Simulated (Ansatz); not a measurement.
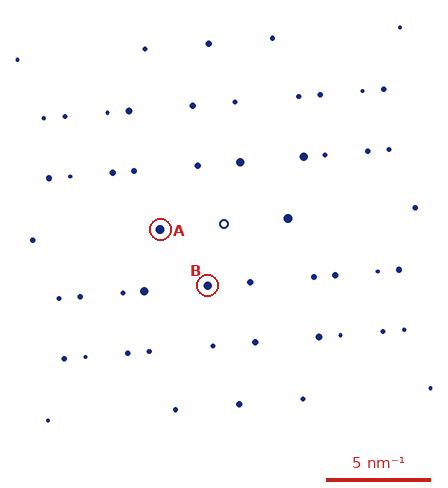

Simulated selected-area electron diffraction pattern (200 kV, kinematic approximation, thin crystal, B = 1 Å² for all atoms). Two individuals of a reflection twin are superposed (a geometric construction: whether this twin forms is not tested; the second individual is smaller and so fainter). Crystal: Ir, space group Fd-3m (No. 227), a = 5.591 Å, zone axis [110]. Structure: coordinates from a relaxation with DFT, revPBE, plane waves (420 eV) with PAW, scalar-relativistic (Ansatz 0.2.0); the starting structure was generated, so it need not be a known form of this composition.

In the first individual spot A is -1 1 -1 and spot B is -1 1 1.

### Find the twin plane.

(1-11). The spot positions of the combined pattern are mirror-symmetric about the row through 1 -1 1 (d = 3.228 Å), which both individuals share, while a single individual has only symmetry 2mm without that mirror line. Friedel's law adds the mirror line at right angles, so a twin on (1-1-2) would give the same picture; the more widely spaced plane was used.

### Which other reflections coincide?

Off the common row, 2 -2 -4, 1 -1 -5, 3 -3 -3 and their kin fall on spots of the second individual; about 20 % of the first individual's visible spots are shared.
